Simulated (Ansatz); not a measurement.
# Geometry relaxation, with input and output: AlAs (part 1 of 3)

AlAs (slab, 8 atoms in the cell), computed with DFT PBE, scalar-relativistic, plane waves, PAW, no spin polarisation (Ansatz 0.2.0).

The structure derives from an entry of the Crystallography Open Database. It belongs to a series of runs on one base structure; here: (1 1 1) slab, atoms relaxed.

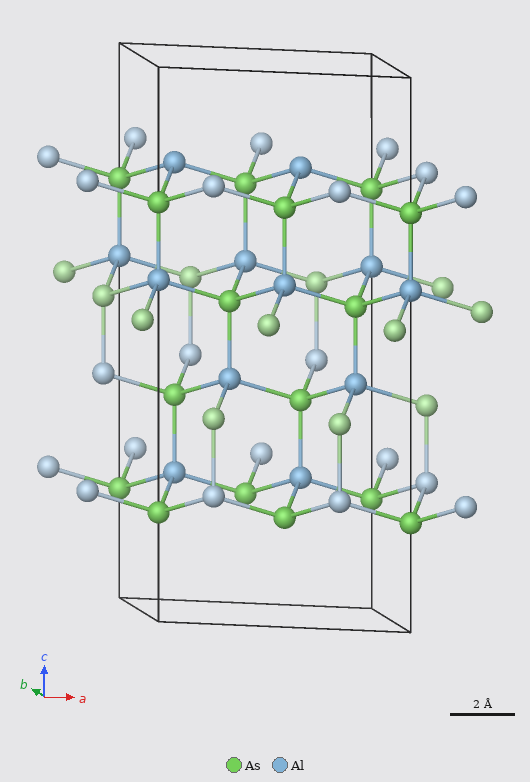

The starting structure (ball-and-stick view of the 2 × 1 repeat of the cell, with the vacuum cut short, seen slightly off an axis; neighbours outside the cell are drawn fainter). An atom can appear more than once, as a periodic image. Near neighbours in the periodic cell (some may lie outside the picture): As has 3 Al at 2.48 Å; Al has 4 As at 2.48 Å; As has 4 Al at 2.48 Å; Al has 3 As at 2.48 Å.

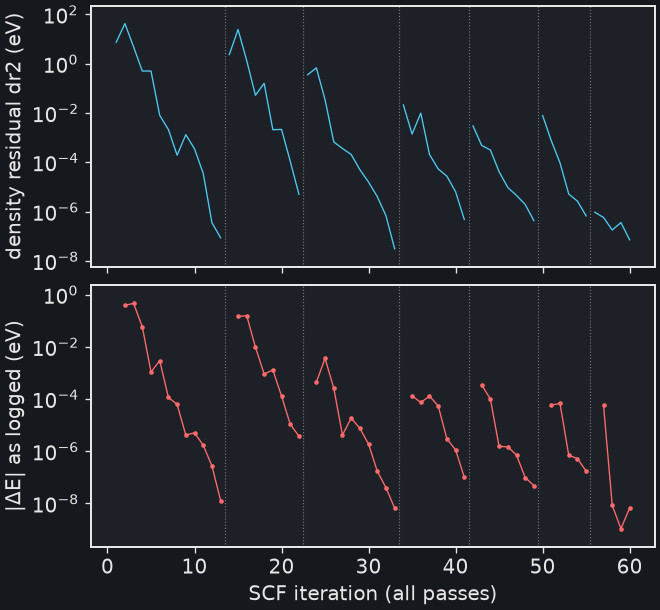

Convergence of the self-consistent field: density residual dr2 and size of the energy change against the SCF iteration. The dotted lines part the SCF passes of the relaxation: geometry steps, rejected trials and re-solves on a re-selected basis. The 7 passes take 5 to 13 iterations each, 60 in all.

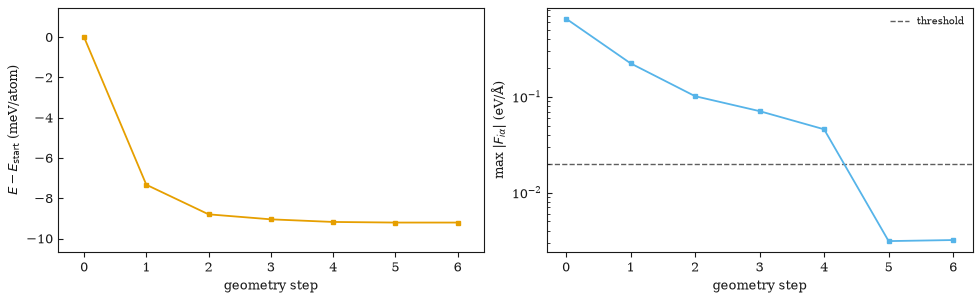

Progress of the relaxation, step by step (the first geometry is step 0 here and step 1 in the log).

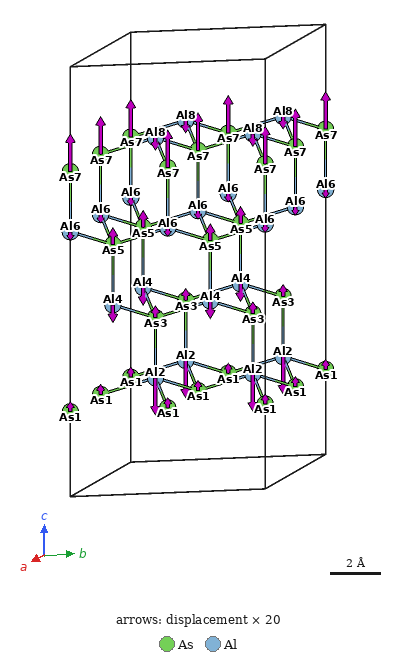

The starting structure with the displacements as pink arrows, magnified 20 times (ball-and-stick view of the 2 × 2 repeat of the cell, with the vacuum cut short, seen slightly off an axis). The largest moves, 0.079 Å, are those of Al2 and As7. By element the largest moves are As 0.079 Å, Al 0.079 Å. The cell stays as it was. Among the contacts that change: Al2–As3 2.480 → 2.585 Å, Al4–As5 2.480 → 2.555 Å, As1–Al2 2.480 → 2.448 Å, As3–Al4 2.480 → 2.459 Å. Among the angles that change: Al6–As7–Al8 109.5° → 107.1°, Al8–As7–Al8 109.5° → 111.7°, As7–Al8–As7 109.5° → 111.7°. The energy falls by 9.2 meV per atom in 6 geometry steps. Largest force component: 0.65 eV/Å at the start, 0.0032 eV/Å at the end. (Atoms are counted from 1 in the order of the input.)

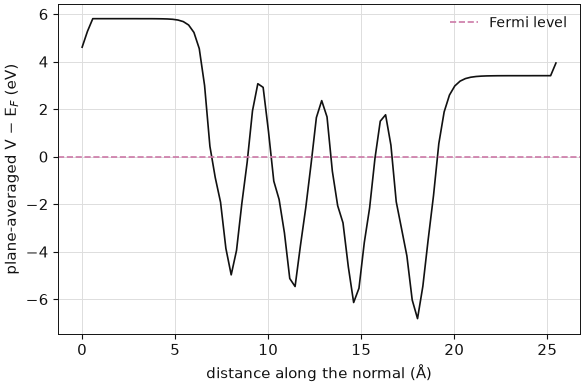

Plane average of the electrostatic potential energy of an electron across the cell, from the Fermi level. The vacuum level lies 3.41 eV above the Fermi level on the upper side and 5.81 eV on the lower.

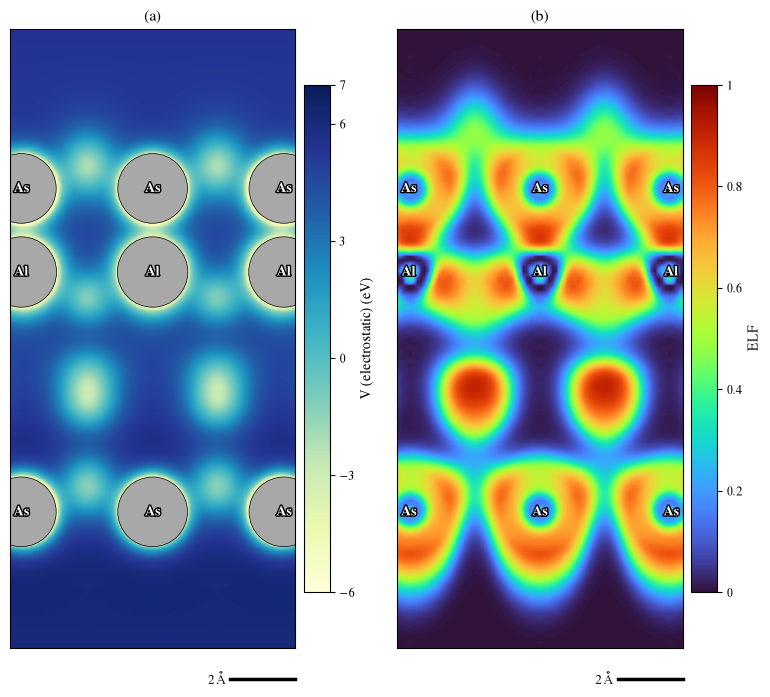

(a) electrostatic potential energy of an electron; (b) ELF on the (010) plane of the calculation cell, a cut from vacuum to vacuum. Grey discs, where drawn, cover atomic cores. Atoms in the plane: As and Al. In a PAW calculation such maps are meaningful between the atoms, not at the nuclei.

The input that produced these results follows, with the program's output.

### Input
```yaml
crystal:
  lattice:
    - [4.0500342343, 0.0, 0.0]
    - [-2.0250171172, 3.5074325331, 0.0]
    - [0.0, 0.0, 25.7472270912]
  atoms:
    - { symbol: As, position: [0.0, 0.0, 0.2912935041] }
    - { symbol: Al, position: [0.3333333333, 0.6666666667, 0.3234021958] }
    - { symbol: As, position: [0.3333333333, 0.6666666667, 0.4197282708] }
    - { symbol: Al, position: [0.6666666667, 0.3333333333, 0.4518369625] }
    - { symbol: As, position: [0.6666666667, 0.3333333333, 0.5481630375] }
    - { symbol: Al, position: [0.0, 0.0, 0.5802717292] }
    - { symbol: As, position: [0.0, 0.0, 0.6765978042] }
    - { symbol: Al, position: [0.3333333333, 0.6666666667, 0.7087064959] }
basis:
  ecutwfc: 420
kpoints:
  mp_grid: { grid: [9, 9, 1] }
hamiltonian:
  xc: pbe
scf:
  occupations: { method: gaussian, width: 0.05 }
output:
  forces: true
  eigenvalues: true
  write_density: true
  write_potential: true
  elf: true
  volumetric_format: npy
relax:
  adjacent_minimum: "off"
  f_tol: 0.02
  max_steps: 60
efield:
  axis: 3
  dipole_correction: true
  ramp_width: 0.04
```

Launched with:
```bash
ansatz run input.yaml --threads 1 --pin off --max-ram 2560MiB --backend cpu --events-out ev --progress --plain --runs-dir out
```

### The program's output
```
Engine: ansatz 0.2.0, x86_64-unknown-linux-gnu
Pseudopotentials: kind: paw
Pseudopotential: As, paw, valence charge 15, recommended cutoff 420 eV (normal), As.paw.azcp
Pseudopotential: Al, paw, valence charge 3, recommended cutoff 420 eV (normal), Al.paw.azcp
Functional definition: PBE
  parameter kappa = 0.804
  parameter beta = 0.06672455060314922
  exchange = pbe_x(kappa = kappa, mu = beta*pi^2/3)
  correlation = pbe_c(beta = beta)
Crystal: 8 atoms, lattice volume = 365.745 Å³
Basis set: ecut = 420 eV, 7131 PW (Γ), exchange–correlation on 60×60×360 points (8 copies of the dense FFT grid, shifted against one another)
Bands: 44, of which v1, the nominal top of the filled ones, is band 36 counted from 1 (35 counted from 0)
Symmetry: 6 space group operations
Space group: P3m1 (ITA 156), of the structure as read, at distance tolerance 7.2e-5 Å
k-points: 12 of 81 (time reversal used)
Non-local potential: As, projectors of the file, l = 0: 2, l = 1: 2, l = 2: 3, l = 3: 1
Non-local potential: Al, projectors of the file, l = 0: 2, l = 1: 2, l = 2: 1
PAW form: soft (Blöchl's): semilocal exchange-correlation on the pseudo side does not see the compensation charge
PAW one-centre angular grid: As, 590 points (default); XC on 64 Gauss nodes
PAW one-centre angular grid: Al, 110 points (default); XC on 64 Gauss nodes
Initial density: superposition of atomic densities (neutral atoms: chi_scale 0, normalization atom), corrected by the library's trained network
Initial wavefunctions: pseudopotential atomic-orbital guess
Functional: x = pbe(κ = 0.804, μ = 0.2195149727645171), c = pbe(β = 0.06672455060314922)
SCF iter   1: F=—  HF=-21576.050116 eV  |F-HF|=—  |Δ(HF+E_count)|=         —  Δρ=6.78e-3  dr2=7.33e0  ethr=1.77e-3  p=0.157 e·Å  D=7.74e-2 V/Å  ΔV_dip=-1.99 eV  dr2_dipole=6.25e0  V_vac-E_F(+/−)=3.62/5.61 eV  ⟨swp⟩=7.6  Hψ=2272  notcnv=0  defer=2
efield: sawtooth ramp at fractional position 0.9800 (placed from the atoms, in the widest stretch of the axis that holds none; the zero of the levels goes with the place), width 0.0400; the density the first Hamiltonian is built on has a dipole p = 0.157 e·Å; the dipole correction subtracts the counter field D = 7.74e-2 V/Å, which shifts the + side's vacuum level by -1.99 eV against the − side's; the planar-averaged density in the ramp window peaks in size at 2.5e-5 e/Å³
preconditioner: auto → LDOS  [insulator: Δε(μ)=0.132 eV  Ē_g=7.740 eV  σ=0.050 eV  W_gap=0.93  n_scr=70 (ndim 8)  ℏωp=11.0 eV  f_vac=0.447  D(μ)=0.33/eV (n_scr^D=2)  ε∞_Penn≈3.0  β→1.0]
SCF iter   2: F=—  HF=-21576.438743 eV  |F-HF|=—  |Δ(HF+E_count)|=   3.89e-1  Δρ=1.71e-2  dr2=4.23e1  ethr=1.77e-3  p=0.230 e·Å  D=1.14e-1 V/Å  ΔV_dip=-2.93 eV  dr2_dipole=3.79e1  V_vac-E_F(+/−)=3.07/6.00 eV  ⟨swp⟩=2.9  Hψ=704  notcnv=0  defer=32  recentre
SCF iter   3: F=—  HF=-21575.978245 eV  |F-HF|=—  |Δ(HF+E_count)|=   4.60e-1  Δρ=5.56e-3  dr2=4.77e0  ethr=1.77e-3  p=0.163 e·Å  D=8.05e-2 V/Å  ΔV_dip=-2.07 eV  dr2_dipole=4.17e0  V_vac-E_F(+/−)=3.60/5.68 eV  ⟨swp⟩=2.7  Hψ=712  notcnv=0  defer=15
SCF iter   4: F=—  HF=-21575.920223 eV  |F-HF|=—  |Δ(HF+E_count)|=   5.80e-2  Δρ=1.98e-3  dr2=5.00e-1  ethr=1.77e-3  p=0.181 e·Å  D=8.95e-2 V/Å  ΔV_dip=-2.31 eV  dr2_dipole=4.30e-1  V_vac-E_F(+/−)=3.56/5.86 eV  ⟨swp⟩=1.2  Hψ=547  notcnv=0  defer=12
SCF iter   5: F=—  HF=-21575.919140 eV  |F-HF|=—  |Δ(HF+E_count)|=   1.08e-3  Δρ=1.84e-3  dr2=5.03e-1  ethr=6.95e-4  p=0.179 e·Å  D=8.84e-2 V/Å  ΔV_dip=-2.28 eV  dr2_dipole=4.44e-1  V_vac-E_F(+/−)=3.58/5.85 eV  ⟨swp⟩=1.0  Hψ=568  notcnv=0  defer=27
SCF iter   6: F=—  HF=-21575.916217 eV  |F-HF|=—  |Δ(HF+E_count)|=   2.92e-3  Δρ=2.83e-4  dr2=7.98e-3  ethr=6.95e-4  p=0.182 e·Å  D=9.01e-2 V/Å  ΔV_dip=-2.32 eV  dr2_dipole=6.54e-3  V_vac-E_F(+/−)=3.56/5.88 eV  ⟨swp⟩=1.0  Hψ=496  notcnv=0  defer=27
SCF iter   7: F=—  HF=-21575.916332 eV  |F-HF|=—  |Δ(HF+E_count)|=   1.15e-4  Δρ=1.79e-4  dr2=2.12e-3  ethr=1.11e-5  p=0.184 e·Å  D=9.09e-2 V/Å  ΔV_dip=-2.34 eV  dr2_dipole=1.43e-3  V_vac-E_F(+/−)=3.56/5.90 eV  ⟨swp⟩=1.2  Hψ=513  notcnv=0  defer=31
SCF iter   8: F=—  HF=-21575.916270 eV  |F-HF|=—  |Δ(HF+E_count)|=   6.20e-5  Δρ=7.32e-5  dr2=1.93e-4  ethr=2.94e-6  p=0.184 e·Å  D=9.11e-2 V/Å  ΔV_dip=-2.34 eV  dr2_dipole=8.69e-5  V_vac-E_F(+/−)=3.55/5.90 eV  ⟨swp⟩=1.8  Hψ=541  notcnv=0  defer=31
SCF iter   9: F=—  HF=-21575.916266 eV  |F-HF|=—  |Δ(HF+E_count)|=   4.14e-6  Δρ=9.94e-5  dr2=1.31e-3  ethr=2.68e-7  p=0.184 e·Å  D=9.11e-2 V/Å  ΔV_dip=-2.35 eV  dr2_dipole=1.13e-3  V_vac-E_F(+/−)=3.55/5.90 eV  ⟨swp⟩=1.9  Hψ=654  notcnv=0  defer=31
SCF iter  10: F=—  HF=-21575.916261 eV  |F-HF|=—  |Δ(HF+E_count)|=   5.03e-6  Δρ=4.69e-5  dr2=3.51e-4  ethr=2.68e-7  p=0.184 e·Å  D=9.11e-2 V/Å  ΔV_dip=-2.35 eV  dr2_dipole=3.08e-4  V_vac-E_F(+/−)=3.55/5.90 eV  ⟨swp⟩=1.0  Hψ=496  notcnv=0  defer=31
SCF iter  11: F=—  HF=-21575.916259 eV  |F-HF|=—  |Δ(HF+E_count)|=   1.69e-6  Δρ=1.47e-5  dr2=3.55e-5  ethr=2.68e-7  p=0.184 e·Å  D=9.12e-2 V/Å  ΔV_dip=-2.35 eV  dr2_dipole=3.03e-5  V_vac-E_F(+/−)=3.55/5.90 eV  ⟨swp⟩=1.0  Hψ=499  notcnv=0  defer=31
iter 12 did not close the SCF: its close was put off until two iterations running show no level that it waits for move by more than its bar (scf_convergence_deferred on its scf_iter line)
SCF iter  12: F=-21575.916258 eV  HF=-21575.916259 eV  |F-HF|=5.39e-7  |Δ(HF+E_count)|=   2.71e-7  Δρ=2.13e-6  dr2=3.54e-7  ethr=1.39e-8  p=0.184 e·Å  D=9.12e-2 V/Å  ΔV_dip=-2.35 eV  dr2_dipole=2.31e-7  V_vac-E_F(+/−)=3.55/5.90 eV  ⟨swp⟩=20.9  Hψ=4293  notcnv=0
SCF iter  13: F=-21575.916259 eV  HF=-21575.916259 eV  |F-HF|=1.25e-7  |Δ(HF+E_count)|=   1.28e-8  Δρ=1.07e-6  dr2=8.54e-8  ethr=4.92e-10  p=0.184 e·Å  D=9.12e-2 V/Å  ΔV_dip=-2.35 eV  dr2_dipole=5.84e-8  V_vac-E_F(+/−)=3.55/5.90 eV  ⟨swp⟩=8.2  Hψ=3276  notcnv=0
SCF 1 converged in 13 iterations: F = -21575.916259 eV  dr2 = 8.54e-8
  greatest PAW one-centre occupation: 0.999 electrons in one spin orbital (limit 2), on the As atom at site 0 (counted from 0), in its partial waves of l = 2
relax step   1: F+E_penalty+E_count = -21575.91625868 eV  Δ(F+E_penalty+E_count) = +0.000e0 eV  max|allowed force component| = 6.522e-1 eV/Å  Δτ_max = 0.0000 Å  (13 SCF iters, dr2 threshold 1.00e-5 eV, accepted)
Initial density: handed on by an earlier stage of this run
Initial wavefunctions: those handed on with the density
```
